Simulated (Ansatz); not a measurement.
## Molecular dynamics of CH2O (part 3 of 3)

CH2O (disordered cell, 32 atoms in the cell); DFT PBE-D3(BJ), scalar-relativistic, plane waves, PAW, no spin polarisation (Ansatz 0.2.0); cutoff 420 eV, 1×1×1 k-mesh, Fermi–Dirac smearing of 0.002 eV. One setting was made poor on purpose. It belongs to a series of runs on one base structure; here: dynamics from the last frame of the run before.

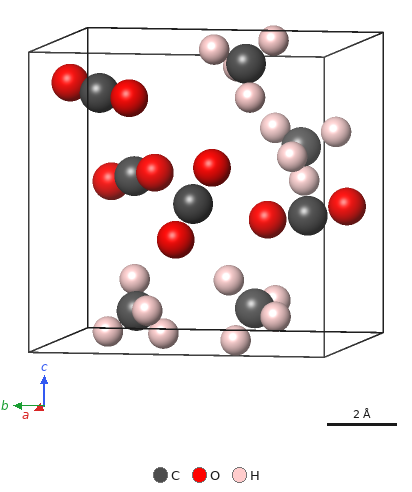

Figure 1. The geometry at step 143 of the log (spheres-only view of the cell of the calculation, seen at an oblique angle).

**Trajectory as extended XYZ, continued**
```
32
Lattice="8.7538 0.0000 0.0000 0.0000 8.7538 0.0000 0.0000 0.0000 8.7538" Properties=species:S:1:pos:R:3:forces:R:3 step=86 time_fs=43.0 energy=-6801.59082 temperature=368.5
C     4.6989    6.5583    4.7846    2.8033   0.0643   0.6521
O     3.5884    6.1588    4.8321    1.2497   0.6788  -0.2487
O     5.8722    6.8732    4.8353   -3.7470  -0.7033  -0.4106
C     2.9748    1.7646    3.7754   -0.7578  -0.7002  -0.5362
O     2.7444    0.6260    3.9264    0.3444  -0.0872   0.3978
O     3.0997    2.8917    3.5212    0.5305   0.7172   0.1108
C     2.4718    7.8546    7.1582   -4.5538  -3.4953  -3.4221
O     1.5955    7.2386    6.6161    1.3291   1.2649   1.6502
O     3.4006    8.3928    7.5135    3.2122   2.1978   1.8703
C     1.3982    5.2593    3.6261   -1.5471  -0.8365   1.8673
O     1.0533    4.6941    4.5920    0.3821  -0.2437   0.1000
O     1.5645    5.8655    2.6653    0.8833   1.0630  -2.0314
C     5.3673    6.0170    1.2008    0.2728   2.0114  -2.0048
H     5.7985    5.6064    0.3001    0.2621  -0.7476  -0.6544
H     5.8214    5.4607    1.9904   -0.0755  -0.2548   0.9988
H     4.2514    5.8766    1.0156    1.2356   0.7190   0.8383
H     5.8886    7.0800    1.0796   -1.7643  -1.6051   0.8434
C     6.7783    2.5449    1.2035   -0.4231  -0.0683  -0.5643
H     7.2772    1.8744    1.9347   -0.2178   0.8351  -0.0810
H     6.3983    3.5469    1.4729    0.0710  -0.6863   0.7774
H     5.9771    1.9803    0.7147   -0.3207  -0.0656   0.2422
H     7.4123    2.7883    0.3663    0.9348  -0.1486  -0.3787
C     2.3767    3.7046    8.0843    1.0804   0.3822   1.2061
H     3.4343    3.4671    8.5269   -1.9705   0.1112  -0.3940
H     1.5790    2.9472    8.3031    0.9771   0.0401  -0.7293
H     2.5780    4.0152    7.0468   -0.5892  -0.5112  -0.0067
H     1.9558    4.5923    8.5996    0.5000  -0.0245  -0.0711
C     8.1314    0.7371    6.1122    0.2476   2.4172  -0.5076
H     8.6621    1.4965    6.7526   -0.4323  -0.8712  -0.0399
H     7.0587    1.0419    6.0504    0.6808  -0.4480  -0.0979
H     8.3122   -0.2713    6.3634   -0.1264  -1.1668   0.8912
H     8.6572    0.8458    5.1509   -0.4714   0.1619  -0.2674
32
Lattice="8.7538 0.0000 0.0000 0.0000 8.7538 0.0000 0.0000 0.0000 8.7538" Properties=species:S:1:pos:R:3:forces:R:3 step=100 time_fs=50.0 energy=-6802.12436 temperature=500.8
C     4.7230    6.4944    4.8165   -2.5072  -0.4812   0.0218
O     3.6010    6.1546    4.8288    0.2168  -0.1711   0.0658
O     5.7993    6.8793    4.8155    2.5969   0.7240  -0.0387
C     2.9405    1.7489    3.8084   -0.2971   0.2918  -1.6285
O     2.7277    0.6008    3.8888    0.1639  -0.1085   0.8202
O     3.0979    2.8701    3.4917    0.2242  -0.2486   0.7935
C     2.4540    7.8458    7.1021    4.3174   2.3932   1.5460
O     1.5820    7.2240    6.6705   -0.8708  -0.4311  -0.1377
O     3.4300    8.4649    7.5175   -3.4524  -2.0021  -1.3382
C     1.3876    5.2727    3.6758   -0.5156   1.0186  -1.2252
O     1.0748    4.7184    4.6788    0.6032   0.7370  -1.6251
O     1.6008    5.8783    2.6510   -0.3690  -1.7926   2.7503
C     5.4460    6.0520    1.1266    2.1713  -1.5412  -0.8461
H     5.8559    5.4132    0.2466   -0.5082   1.0541   1.4550
H     5.7960    5.6634    2.0971    0.0280  -0.0731  -0.3153
H     4.4091    6.0350    1.1038   -2.2667  -0.2401  -0.0463
H     5.7384    7.0754    1.0470    0.5248   0.8741  -0.2599
C     6.7872    2.5194    1.1730   -0.3444   1.5316   1.5995
H     7.3428    1.9695    1.8974    0.5170  -1.1204   0.6285
H     6.4846    3.4102    1.8202    0.1481  -0.6603  -1.2200
H     5.9046    1.9660    0.8733   -0.0895  -0.0940  -0.4067
H     7.5088    2.7883    0.4129   -0.2035   0.2598  -0.5945
C     2.3459    3.6947    8.0599    0.8380   0.3404  -0.4416
H     3.3508    3.4858    8.4354    0.2601  -0.1685  -0.1759
H     1.7296    2.8499    8.3153   -0.5837  -0.2968   0.2210
H     2.3665    3.8286    6.9611   -0.0072   0.0275   0.4215
H     2.0628    4.6189    8.5608   -0.5029   0.0933  -0.0033
C     8.1284    0.7762    6.1033   -1.7767  -2.1952  -1.4416
H     8.6205    1.4221    6.7825    0.4645   0.8678   0.6183
H     7.0398    1.0212    5.8981    0.9934  -0.0774   0.7272
H     8.2027   -0.3060    6.4273   -0.2661   1.1053   0.0149
H     8.5486    0.7487    5.0917    0.4935   0.3839   0.0610
32
Lattice="8.7538 0.0000 0.0000 0.0000 8.7538 0.0000 0.0000 0.0000 8.7538" Properties=species:S:1:pos:R:3:forces:R:3 step=114 time_fs=57.0 energy=-6801.91347 temperature=448.3
C     4.7054    6.4274    4.8501    2.9882   2.0464  -0.5175
O     3.6065    6.1415    4.8275   -3.2702  -1.5432   0.3027
O     5.7740    6.8987    4.7937    0.6332  -0.4178   0.2628
C     2.8939    1.7334    3.7832    0.1860  -0.4307  -1.3665
O     2.7162    0.5746    3.8738   -0.0459   0.4201   0.6952
O     3.1029    2.8474    3.4828   -0.0610  -0.0368   0.6652
C     2.5203    7.8764    7.0687   -3.6549  -2.4078  -0.6050
O     1.5689    7.2151    6.7345    2.4960   1.6822   0.5988
O     3.3954    8.5009    7.4972    1.1083   0.7264   0.0883
C     1.3532    5.3098    3.7023    0.0950  -0.2506   0.4892
O     1.1129    4.7624    4.7215   -0.0751   0.4894  -1.1074
O     1.6300    5.8523    2.6953   -0.3392  -0.3160   0.5049
C     5.5292    6.0801    1.0500   -2.8411   0.9658   3.2784
H     5.8830    5.3439    0.3750    0.3492  -0.3860  -0.8568
H     5.7828    5.8478    2.1250    0.3972  -0.0746  -0.9512
H     4.3826    6.1323    1.1849    1.1935  -0.6727  -0.7923
H     5.7151    7.1414    0.9426    0.8707   0.1944  -0.7020
C     6.8041    2.5056    1.1899    1.6461  -1.9350  -0.6633
H     7.4350    1.8352    1.8629   -0.5784   0.2766  -0.9741
H     6.5452    3.2607    1.8703   -0.4673   1.7230   0.6072
H     5.8733    1.9587    0.9068    0.7167   0.2916  -0.1923
H     7.4799    2.8475    0.3161   -1.3052  -0.3912   1.2259
C     2.3320    3.6858    8.0327   -1.0484  -0.7915   0.0085
H     3.3375    3.4487    8.2952    1.1659   0.1083  -0.0446
H     1.7762    2.7879    8.3588   -0.2986   0.4707   0.4705
H     2.1461    3.6680    6.9629    0.3437   0.4685  -0.3934
H     2.0125    4.6266    8.4967   -0.1539  -0.2663  -0.0163
C     8.1069    0.7801    6.0640    1.1494  -0.1768   1.0453
H     8.5907    1.4475    6.8118   -0.0921  -0.0250  -0.6241
H     7.1022    1.0588    5.9596   -1.6695   0.9059  -0.3558
H     8.0188   -0.1813    6.5852    0.5184  -0.3296  -0.5501
H     8.6011    0.7912    5.0783    0.0432  -0.3177   0.4698
32
Lattice="8.7538 0.0000 0.0000 0.0000 8.7538 0.0000 0.0000 0.0000 8.7538" Properties=species:S:1:pos:R:3:forces:R:3 step=129 time_fs=64.5 energy=-6801.60323 temperature=371.6
C     4.7262    6.4156    4.8636   -3.1644   0.4419  -0.8470
O     3.5572    6.0920    4.8367    3.7407   0.4383   0.5693
O     5.7841    6.9128    4.7783   -0.1224  -0.7449   0.3750
C     2.8521    1.7002    3.7011    0.7713   0.3148  -0.2633
O     2.7014    0.5564    3.8788   -0.3968  -0.3169   0.1947
O     3.1071    2.8243    3.4933   -0.3227  -0.0357   0.0759
C     2.5092    7.8563    7.0361    4.0761   3.6156   2.6986
O     1.6003    7.2351    6.8094   -3.7660  -2.8809  -1.5995
O     3.3730    8.5494    7.4691   -0.3746  -0.7196  -1.0472
C     1.3194    5.3418    3.7481    1.1188   0.5052  -1.5695
O     1.1481    4.8195    4.7431   -1.3869  -1.5737   3.1042
O     1.6540    5.8177    2.7498   -0.1402   0.9449  -1.7118
C     5.5608    6.1357    1.0385   -0.1776   1.9582  -1.9196
H     5.9465    5.3721    0.3951    0.4552  -0.7760  -0.5857
H     6.0055    5.9670    2.0002   -0.0348   0.1208   0.8115
H     4.4361    5.9904    0.9763    1.1475   0.7137   0.3965
H     6.0039    7.1495    0.5462   -1.4241  -1.9941   1.2860
C     6.8432    2.4688    1.2333   -0.9102  -0.0028  -0.2866
H     7.4594    1.6464    1.6130    0.2250   0.5979   0.3946
H     6.5617    3.3539    1.8306    0.2284  -0.7729   0.5156
H     5.9542    1.9929    0.8276   -0.7084  -0.1734   0.3284
H     7.2151    2.9003    0.3349    1.1793   0.3148  -0.9454
C     2.3057    3.6428    8.0003    0.8169  -0.1086   0.1745
H     3.4777    3.5239    8.0471   -2.2252   0.2438   0.3661
H     1.7243    2.8791    8.5918    0.8416   0.1184  -0.8090
H     2.0458    3.6690    6.9239   -0.1310  -0.3182   0.4318
H     1.9111    4.5831    8.4309    0.7084   0.0592  -0.1321
C     8.0683    0.7850    6.0512    0.0510   2.6610   0.5364
H     8.5950    1.5521    6.7004   -0.2492  -0.9366  -0.2336
H     7.0564    1.2716    5.9360    0.7908  -0.8018  -0.4656
H     8.0152   -0.1616    6.5325   -0.1530  -0.8509   0.5353
H     8.6987    0.7225    5.1606   -0.4634  -0.0416  -0.3785
32
Lattice="8.7538 0.0000 0.0000 0.0000 8.7538 0.0000 0.0000 0.0000 8.7538" Properties=species:S:1:pos:R:3:forces:R:3 step=143 time_fs=71.5 energy=-6801.99541 temperature=469.0
C     4.6829    6.4399    4.8436    2.0714   1.2555  -0.5228
O     3.5856    6.0493    4.8608    0.0455  -0.2212   0.3184
O     5.7799    6.8998    4.7756   -1.6360  -0.9039   0.2718
C     2.8404    1.6687    3.6155    0.6320  -0.2071   1.1449
O     2.6773    0.5363    3.8894   -0.2635   0.3168  -0.5803
O     3.1027    2.8050    3.5041   -0.3189  -0.1457  -0.5531
C     2.5422    7.8953    7.0694   -4.8975  -2.9317  -0.3867
O     1.5765    7.2088    6.8487    2.4476   1.4208   0.1063
O     3.3707    8.5969    7.4275    2.3812   1.5495   0.3551
C     1.3222    5.3688    3.7720    0.7302  -1.2680   1.6166
O     1.1468    4.8432    4.8223   -0.5946   0.7952  -1.4666
O     1.6725    5.8136    2.7507   -0.5680   0.3334  -0.3295
C     5.6087    6.1891    0.9920    3.2978  -3.2048  -0.7041
H     6.0633    5.3030    0.3845   -0.7427   0.8939   1.0271
H     6.1154    6.1430    1.9600   -0.5050   0.1748   0.1713
H     4.5908    6.0751    0.9191   -2.5979  -0.0736   0.3956
H     5.9733    6.9643    0.4105    0.5075   2.2378  -0.9010
C     6.8548    2.4342    1.2312   -0.8458   1.9501  -0.1600
H     7.5578    1.6867    1.5352    0.3517  -0.5825   0.4831
H     6.6558    3.2453    2.0219    0.4111  -1.2060  -0.9333
H     5.8927    2.0127    0.9110    0.0645  -0.2135   0.2781
H     7.2539    2.9252    0.3222    0.0337   0.0172   0.3380
C     2.2745    3.6105    7.9697   -0.2970   1.2997  -0.4374
H     3.3376    3.6293    7.9784    1.2206  -0.5346  -0.1408
H     1.8707    2.8758    8.6240   -0.3603  -0.8307   0.5130
H     1.8897    3.5676    6.9529   -0.0496  -0.2737  -0.1348
H     2.0382    4.6013    8.3471   -0.5028   0.3203   0.2352
C     8.0422    0.8282    6.0594   -0.8651  -1.4411  -1.6430
H     8.6246    1.4770    6.6548    0.5224   0.9441   0.8897
H     7.0805    1.2838    5.6888    0.6231  -0.5098   0.8359
H     7.9762   -0.1942    6.5108   -0.4949   0.8726  -0.0132
H     8.6020    0.6255    5.1353    0.1995   0.1662  -0.0736
32
Lattice="8.7538 0.0000 0.0000 0.0000 8.7538 0.0000 0.0000 0.0000 8.7538" Properties=species:S:1:pos:R:3:forces:R:3 step=157 time_fs=78.5 energy=-6801.86769 temperature=437.1
C     4.6772    6.4981    4.8051   -2.4012  -1.6561   0.4089
O     3.6260    6.0024    4.8949   -0.5846   0.1387   0.0015
O     5.7492    6.8697    4.7791    3.4103   1.6585  -0.3142
C     2.8527    1.6350    3.5711    0.1848   0.1435   1.6555
O     2.6455    0.5209    3.8842   -0.0457   0.0762  -0.8273
O     3.0892    2.7815    3.5001   -0.0998  -0.2542  -0.8136
C     2.4842    7.8945    7.1182    2.9965   2.8504   1.0096
O     1.5857    7.1980    6.8829   -0.2201  -0.2737  -0.0391
O     3.4016    8.6597    7.3814   -2.8305  -2.5506  -0.9142
C     1.3594    5.3665    3.8205    0.7166  -0.0455  -0.7474
O     1.1258    4.8791    4.8788   -0.1003   0.8208  -1.8143
O     1.6722    5.8153    2.7505   -1.0199  -0.8947   2.3717
C     5.7020    6.1983    0.9081   -2.4875   2.6635   2.0784
H     6.0525    5.2647    0.5466    0.3638  -0.7877  -0.4867
H     6.0321    6.4130    1.9838    0.0705  -0.4088  -1.3359
H     4.5332    6.2313    1.0417    1.8132  -0.4747  -0.5033
H     5.9167    7.1190    0.3003    0.2094  -0.9758   0.2357
C     6.8551    2.4208    1.2159    1.6535  -1.3087  -0.7656
H     7.6319    1.6784    1.5619   -0.7369  -0.0998  -0.7781
H     6.8278    2.9612    2.1110   -0.3508   1.7804   1.2854
H     5.8593    1.9520    1.0962    0.5707   0.1654  -0.5679
H     7.3525    2.9898    0.3654   -1.1202  -0.5532   0.8214
C     2.2440    3.6089    7.9397    0.3794  -0.6174   0.5286
H     3.3396    3.5410    7.8687   -0.0430   0.0391  -0.4747
H     2.0031    2.7782    8.6476   -0.2431   0.7857  -0.0570
H     1.7402    3.3687    6.9915    0.2637   0.3526   0.0854
H     2.0295    4.6301    8.3112   -0.3444  -0.5888  -0.0410
C     8.0279    0.8516    6.0313    1.4271  -1.2061   0.6051
H     8.6341    1.4962    6.7128   -0.5831  -0.1519  -0.6314
H     7.1149    1.2282    5.6884   -1.5544   1.3677  -0.2240
H     7.7410   -0.0686    6.5755    0.4178   0.0975  -0.1743
H     8.5637    0.5917    5.1024    0.2884  -0.0924   0.4226
32
Lattice="8.7538 0.0000 0.0000 0.0000 8.7538 0.0000 0.0000 0.0000 8.7538" Properties=species:S:1:pos:R:3:forces:R:3 step=171 time_fs=85.5 energy=-6802.05665 temperature=483.9
C     4.6436    6.5173    4.7795    3.2221  -0.3564   0.7344
O     3.6400    5.9554    4.9293   -1.0565   0.2047  -0.1825
O     5.7789    6.8729    4.7750   -1.7186   0.2837  -0.4735
C     2.8726    1.6087    3.5871   -0.3309   0.4692   0.9625
O     2.6114    0.5044    3.8570    0.0874  -0.7082  -0.3615
O     3.0736    2.7527    3.4733    0.2766   0.2175  -0.5784
C     2.4804    7.9546    7.1876   -2.0761  -2.0969  -1.3552
O     1.6059    7.1919    6.9199    1.1450   1.2664   0.8770
O     3.3793    8.6730    7.3188    0.8825   0.8732   0.5383
C     1.4194    5.3569    3.8527   -0.7338  -0.0695   0.2886
O     1.0997    4.9359    4.8895   -0.1179  -0.3888   0.4459
O     1.6479    5.7978    2.8027    0.4227   0.3174  -0.9196
C     5.7523    6.2428    0.8641   -1.0158   2.2570  -1.2371
H     6.0770    5.2501    0.6235    0.5584  -0.3694  -0.4652
H     6.0994    6.5752    1.8095    0.9288   0.1538   1.1346
H     4.6694    6.2065    1.0342   -0.2309  -0.0301  -0.4011
H     5.9779    7.1290    0.1219   -0.2791  -1.9902   0.9653
C     6.8920    2.3908    1.2343   -0.0782  -0.4866   2.4728
H     7.5542    1.5280    1.3667    0.4234   0.2366  -0.0982
H     6.8960    3.0001    2.1968   -0.1509  -0.7330  -0.9781
H     5.9292    1.9272    1.0666   -0.6640   0.2295  -0.0954
H     7.1751    3.0233    0.4447    0.4870   0.7307  -1.3068
C     2.2308    3.5900    7.9201    1.0356  -1.4893  -0.3838
H     3.3327    3.4606    7.5670   -1.5796   0.7493   0.9317
H     2.0285    2.8611    8.7406    0.2345   0.2074  -0.4606
H     1.6488    3.2817    7.0383   -0.1761   0.1516   0.2030
H     1.8768    4.5533    8.2857    0.5020   0.3658  -0.2561
C     8.0092    0.8502    6.0003   -1.1722   2.4196   0.6688
H     8.5388    1.5816    6.6661    0.0426  -0.6752  -0.3935
H     7.0510    1.4457    5.7619    1.3243  -0.8501  -0.4891
H     7.6425    0.0460    6.6013    0.0697  -0.9436   0.4280
H     8.6429    0.5329    5.1734   -0.2618   0.0537  -0.2152
32
Lattice="8.7538 0.0000 0.0000 0.0000 8.7538 0.0000 0.0000 0.0000 8.7538" Properties=species:S:1:pos:R:3:forces:R:3 step=186 time_fs=93.0 energy=-6801.76728 temperature=412.2
C     4.6822    6.4993    4.7862   -1.3466  -2.1024   1.1171
O     3.6411    5.9216    4.9584    2.2107   1.7606  -0.5905
O     5.7831    6.8933    4.7557   -0.4295   0.4733  -0.4230
C     2.8779    1.5912    3.6448   -0.6918   0.3143  -0.3090
O     2.5793    0.4703    3.8165    0.4104   0.0676   0.1457
O     3.0655    2.7294    3.4263    0.3058  -0.4009   0.1938
C     2.4378    7.9713    7.2204    4.1781   2.8421  -0.5050
O     1.6397    7.2055    6.9808   -3.2701  -2.5016  -0.0860
O     3.3706    8.7042    7.2635   -0.9473  -0.3087   0.6239
C     1.4549    5.3453    3.8964   -0.8248   0.9729  -1.6658
O     1.0680    4.9845    4.9147   -0.3453  -1.1415   2.1601
O     1.6331    5.7878    2.8319    0.7521   0.0396  -0.6875
C     5.7799    6.3232    0.8292    2.9511  -3.4021   0.9256
H     6.2502    5.2781    0.5863   -0.8542   1.2678   0.6472
H     6.3652    6.6698    1.6980   -0.6990   0.1855  -0.0955
H     4.7515    6.1721    0.8891   -1.8940   0.0641   0.5814
H     6.0578    6.8043   -0.0347    0.4577   1.9093  -2.0545
C     6.9301    2.3418    1.2738   -1.5943   1.8730  -0.8798
H     7.5927    1.5107    1.1268    0.5718  -0.4008   0.5491
H     6.9129    2.9753    2.2090    0.4150  -1.0462  -0.7064
H     5.8974    2.0367    1.0254    0.0592  -0.3827   0.5957
H     7.0536    3.0361    0.4106    0.5635  -0.0729   0.4395
C     2.2133    3.5366    7.8919   -1.6972   1.2052  -0.3247
H     3.1717    3.6267    7.4852    1.7510  -0.3640  -0.6146
H     2.1134    2.9430    8.7596    0.2071  -0.9175   1.0173
H     1.4857    3.2490    7.1418   -0.0804  -0.3784  -0.3583
H     1.9234    4.5507    8.1475   -0.1670   0.4463   0.3026
C     7.9630    0.8837    5.9973   -0.6129  -0.5363  -0.4031
H     8.5655    1.5243    6.5887    0.8009   0.7673   0.8702
H     7.1779    1.5413    5.5507    0.1018  -0.8554   0.3793
H     7.6503    0.0159    6.6304   -0.3142   0.7348  -0.5450
H     8.6027    0.4964    5.2052    0.0324  -0.1121  -0.2999
32
Lattice="8.7538 0.0000 0.0000 0.0000 8.7538 0.0000 0.0000 0.0000 8.7538" Properties=species:S:1:pos:R:3:forces:R:3 step=200 time_fs=100.0 energy=-6802.00071 temperature=470.4
C     4.7105    6.4210    4.8313    2.4165   1.1395  -0.1457
O     3.6837    5.9286    4.9719   -1.8655  -0.9728   0.3149
O     5.7645    6.9237    4.7251   -0.1687  -0.0549  -0.0985
C     2.8551    1.5792    3.6887   -0.5283   0.0923  -1.4397
O     2.5614    0.4413    3.7818    0.4352   0.6614   0.6266
O     3.0674    2.7011    3.3876    0.1109  -0.7668   0.8504
C     2.4682    8.0183    7.2129   -2.7429  -3.3910  -1.2893
O     1.6156    7.1820    7.0469    1.7561   2.2412   0.8878
O     3.3642    8.7471    7.2324    0.9529   1.1906   0.4443
C     1.4433    5.3559    3.9134   -1.8612   0.1952   0.7875
O     1.0356    5.0043    4.9795    1.1153   0.2789  -1.9106
O     1.6430    5.7839    2.8299    0.3806  -0.5965   0.9511
C     5.8503    6.3478    0.7758   -1.0664   1.3292  -0.4298
H     6.2726    5.3725    0.6933    0.2123  -1.1402   0.2032
H     6.4066    6.8900    1.6193   -1.0241  -0.4487  -1.1277
H     4.6813    6.2580    0.9093    2.2062   0.3192  -0.0171
H     6.0766    6.7951   -0.2543   -0.3649  -0.0441   1.3756
C     6.9274    2.3204    1.2664    0.5796  -0.2982  -2.2067
H     7.7087    1.5239    1.1318   -0.9845   0.1731   0.0496
H     7.0812    2.7280    2.2212    0.2719   0.9103   1.4864
H     5.8683    1.9955    1.2036    0.6191  -0.1777  -0.2443
H     7.1678    3.0837    0.4588   -0.4692  -0.6226   0.9124
C     2.1706    3.5158    7.8625    0.7675   0.5201   0.6322
H     3.1826    3.6112    7.3960   -0.6595  -0.5966  -0.1611
H     2.3078    2.9051    8.8102   -0.3778   0.6856  -0.9328
H     1.3782    3.1085    7.1954    0.6600   0.1953   0.3091
H     1.9666    4.5937    8.0895   -0.3676  -0.8063   0.1794
C     7.9378    0.9214    5.9917    2.1583  -1.6432   0.3587
H     8.6704    1.5047    6.6105   -0.9775  -0.0879  -0.4697
H     7.2083    1.4231    5.4345   -1.3445   1.4666  -0.2938
H     7.4922    0.0956    6.5745    0.0968   0.3461  -0.0535
H     8.5275    0.4483    5.1752    0.0632  -0.0971   0.4510
```

**Summary**

```csv
quantity,value
outcome,finished
mean temperature over the second half,438 K
trajectory,"200 steps, 100 fs"
ensemble,nve
temperature in the input,400.0 K
time step,0.5 fs
electrons treated,96
potential energy (free energy of the electrons) (last step),−6802.0007 eV
Fermi energy (last step),−2.744 eV
largest force (length of the vector) (last step),4.548 eV/Å
wall time,10 min
peak memory,0.56 GiB
```

**Notes**

A deliberately poor setting: tiny smearing. The input asks for low accuracy. The k-point mesh is coarse for a cell of this size, so the results may not be converged. So short a trajectory is not equilibrated.
